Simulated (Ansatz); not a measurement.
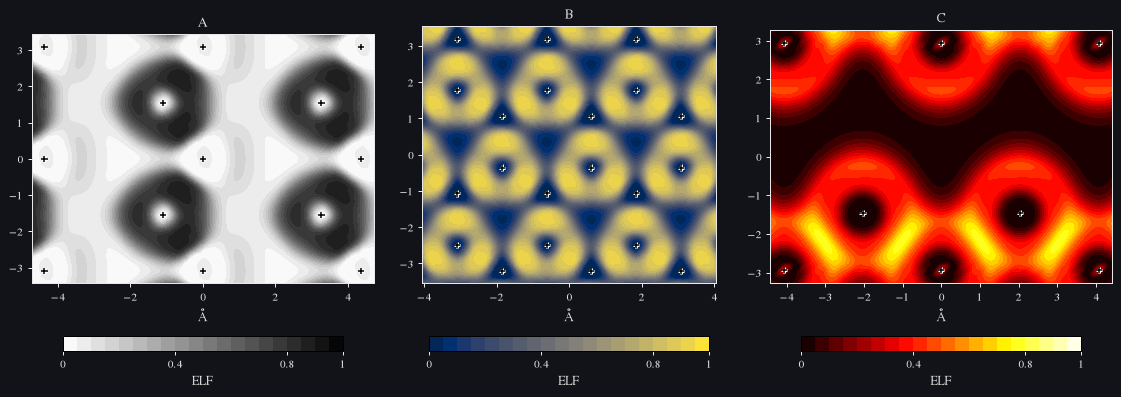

The ELF of 3 systems, each on a plane through atoms (crosses mark nuclei in the plane).

Method: Ansatz 0.2.0, DFT PBE, scalar-relativistic, plane waves, PAW.

System 1: BN, the (001) plane of the conventional cell. Space group P6₃/mmc; computed pressure about 15 GPa in this cell.

System 2: Ge, the (010) plane of the conventional cell. Space group I4₁/amd; changed on purpose from its base cell (strain +0.0175 x Voigt [0, 1, 0, 0, 0, 0], atoms carried along).

```
Ge
1.0
     2.88053    0.00000    2.88053
     2.88053    0.00000   -2.88053
     0.00000    5.86189    0.00000
Ge
4
Direct
  0.00000 0.50000 0.75000
  0.50000 0.00000 0.25000
  0.50000 0.50000 0.00000
  0.00000 0.00000 0.50000
```

System 3: AlN, the (011) plane of the conventional cell. Space group F-43m; a structure from a database of computed crystals, not necessarily the ambient phase; computed pressure about 5 GPa in this cell.

```
Al N
1.0
     4.36799    0.00000    0.00000
     0.00000    0.00000   -4.36799
     0.00000    4.36799    0.00000
Al N
4 4
Direct
  0.50000 0.50000 0.00000
  0.00000 0.50000 0.50000
  0.00000 0.00000 0.00000
  0.50000 0.00000 0.50000
  0.75000 0.75000 0.25000
  0.25000 0.75000 0.75000
  0.25000 0.25000 0.25000
  0.75000 0.25000 0.75000
```

**Which map belongs to which system?**

Panel A is system 3, AlN: the plane holds Al and N. Al–N (1.89 Å): the ELF peaks at about 0.90 between the atoms; a polar covalent bond. Panel B is system 1, BN: the plane holds B and N. B–N (1.42 Å): the ELF peaks at about 0.95 between the atoms (a polar covalent bond). Panel C is system 2, Ge: the plane holds Ge. Ge–Ge (2.51 Å): the ELF peaks at about 0.75 between the atoms.
